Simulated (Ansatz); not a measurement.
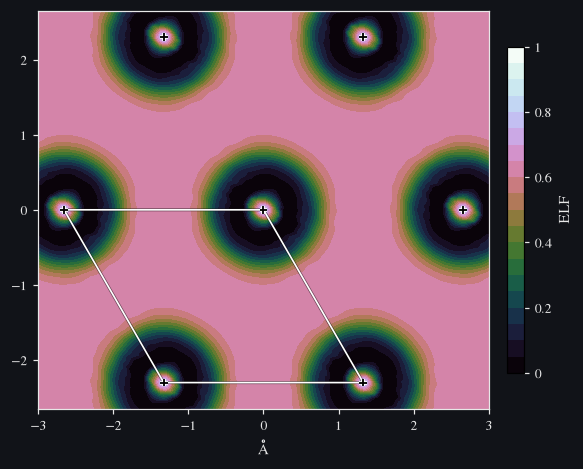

The electron localisation function on a plane through atoms (crosses mark nuclei in the plane).

Theory: DFT PBE+D3(BJ), scalar-relativistic, plane waves, PAW (Ansatz 0.2.0).

Candidates:
A. Al, a = 2.66 Å, b = 2.66 Å, c = 8.84 Å, α = 90.00°, β = 90.00°, γ = 120.00°. Space group P6₃/mmc; a point of a scan over the structure, not its minimum; a structure from a database of computed crystals, not necessarily the ambient phase; computed pressure about 19 GPa in this cell; PAW files of the earlier set (soft_1).
B. SnO (slab), a = 3.82 Å, b = 3.82 Å, c = 22.23 Å, α = 90.00°, β = 90.00°, γ = 90.00°. A point of a scan over the structure, not its minimum; PAW files of the earlier set (soft_1).

Q: Which system is this?

A: Candidate A: Al on the (001) plane of the conventional cell, which holds Al. Al–Al (2.66 Å): the ELF peaks at about 0.65 between the atoms.
